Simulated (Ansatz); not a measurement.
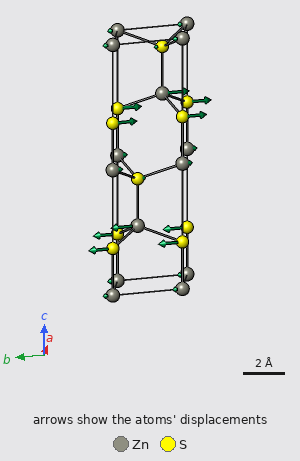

The lowest optical mode of solid ZnS, space group P6₃mc (No. 186), at the zone centre. The green arrows are the displacements of the atoms (eigenvector over the root of the mass), of arbitrary overall length and sign. Style: ball-and-stick. Shown: the cell of the calculation, from a free direction.

Computed with Ansatz 0.2.0, DFT r2SCAN, scalar-relativistic, plane waves, PAW. (plane-wave cutoff 500 eV; k-point mesh 6 × 6 × 2; occupations gaussian; smearing width 0.05 eV; no spin polarisation)

Frequencies are those without the non-analytic (LO–TO) term.

Is this crystal at a minimum with respect to the drawn distortion?

Yes: this softest mode has a real frequency, and so have all others here. That speaks for this wave vector alone: the rest of the zone wasn't checked in this run. This is the E₂ mode (doubly degenerate; one member of the set is drawn) at 57 cm⁻¹, the lowest optical level, Raman-active by symmetry. All motion is along b; atoms of one kind move against one another, with no net shift of any sublattice; it mainly bends the S–Zn bonds; the kinetic energy is shared as Zn 72 %, S 28 %.
